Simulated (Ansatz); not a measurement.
Si₂Mo₅

```
CELL_PARAMETERS angstrom
4.88739 0.00000 0.00000
0.00000 8.24771 0.00000
0.00000 0.00000 4.85425
ATOMIC_POSITIONS crystal
Si 0.25000 0.25000 0.00000
Si 0.75000 0.75000 0.00000
Si 0.25000 0.75000 0.00000
Si 0.75000 0.25000 0.00000
Mo 0.00000 0.00000 0.74303
Mo 0.50000 0.50000 0.74303
Mo 0.00000 0.00000 0.25697
Mo 0.50000 0.50000 0.25697
Mo 0.00000 0.50000 0.00000
Mo 0.50000 0.00000 0.00000
Mo 0.00000 0.67202 0.50000
Mo 0.50000 0.17202 0.50000
Mo 0.00000 0.32798 0.50000
Mo 0.50000 0.82798 0.50000
```

Space group Cmmm; a generated structure, not necessarily the stable one; changed on purpose from its base cell (volume × 0.94, shape and atoms relaxed); computed pressure about 17 GPa in this cell; computed without spin polarisation.

Level of theory: DFT PBE, scalar-relativistic, plane waves, PAW in Ansatz 0.2.0.

Core electrons are frozen (PAW), and the valence fields are smoothed inside the atomic spheres.

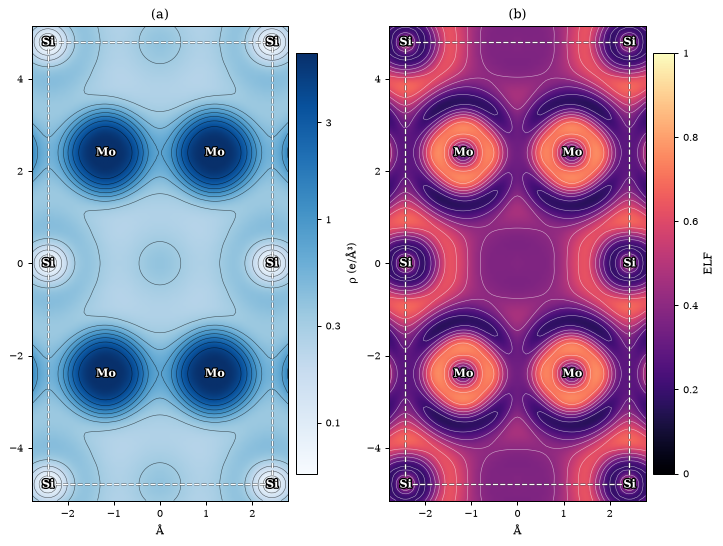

Figure 1. (a) valence charge density (pseudo); (b) electron localisation function on the (110) plane of the conventional cell.

> Describe what can be read from this map.

- The plane passes through Si and Mo nuclei.
- Mo–Mo (2.36 Å): the density is about 0.75 e/Å³ at the midpoint; the ELF is about 0.35 at the midpoint.
- Si–Mo (2.70 Å): ρ at the midpoint is about 0.34 e/Å³; the ELF peaks at about 0.65 in the valence shell of Si, 0.9 Å from its nucleus, and is about 0.30 at the midpoint.
- Between the atoms the lowest density in this plane is 0.24 e/Å³.
- The features right at Mo lie inside the PAW spheres, where the map follows smoothed inner orbitals and isn't to be read closely.

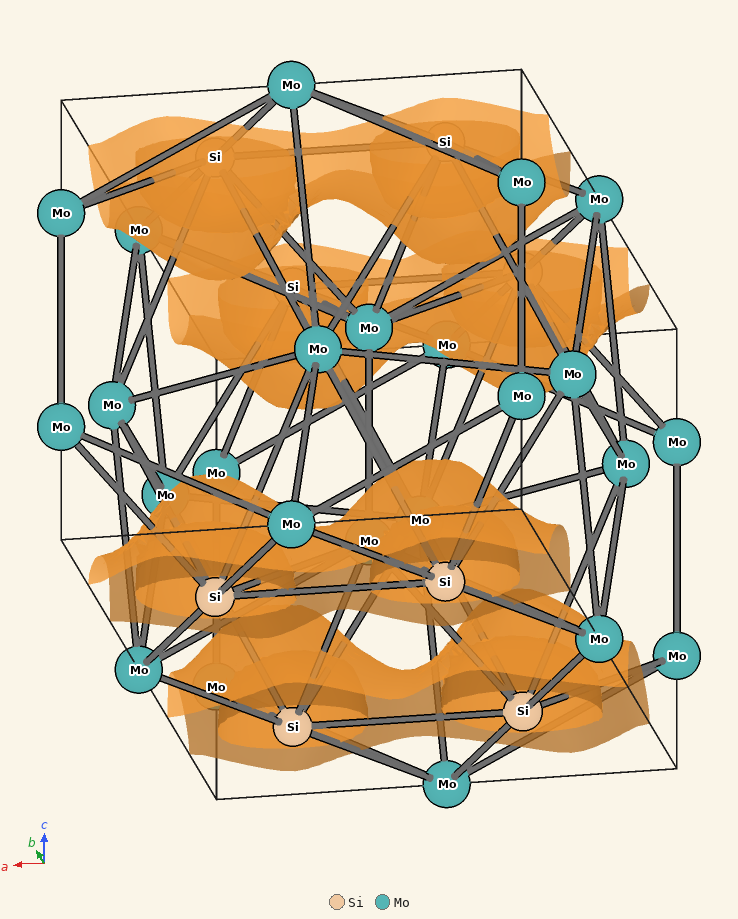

Figure 2. Isosurface of the electron localisation function at 0.55 (orange), seen at an oblique angle. Core shells and regions of very low density are left out. Sticks mark near contacts.

> Describe the localisation domains.

The surface consists of channels that run through the cell in one direction, counted in one cell of 14 atoms. Any copies at cell faces, edges or corners count once.


 Si–Mo (2.40 Å): the ELF peaks at about 0.65 in the valence shell of Si, 0.9 Å from its nucleus, and is about 0.35 at the midpoint.

> Metal or insulator at this level of theory?

It is metallic or semimetallic at this level of theory: no gap opens.
